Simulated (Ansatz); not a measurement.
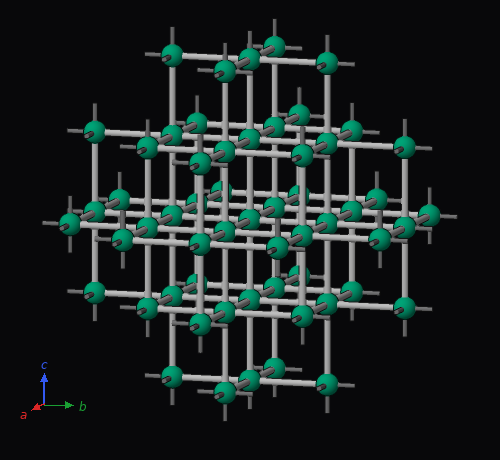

The picture shows a finite piece of the underlying net of a crystal structure, nodes on the atoms' positions. Nodes are coloured by topological kind. Short stubs are edges that leave the cut-out.

Question: Describe the net.

Answer: A uninodal 6-connected, three-periodic net. It is the pcu net, known from NaCl, ReO3 and the B-X framework of perovskite.

Question: Give point symbol and coordination sequence.

Answer: 4^12.6^3, sequence 6, 18, 38, 66.

Origin of the net. System BaTiO3 (space group Pm-3m, No. 221); source of the atomic positions: coordinates from a relaxation with DFT, PBEsol, plane waves, PAW in Ansatz 0.2.0. Bonds are taken as O–Ti below 2.2 Å; Ba is left out of the net, as the electropositive filling of the structure. Simplification: prune 0- and 1-connected atoms, fold 2-connected ones into links. Ti is a 6-connected node. O becomes part of the edges.
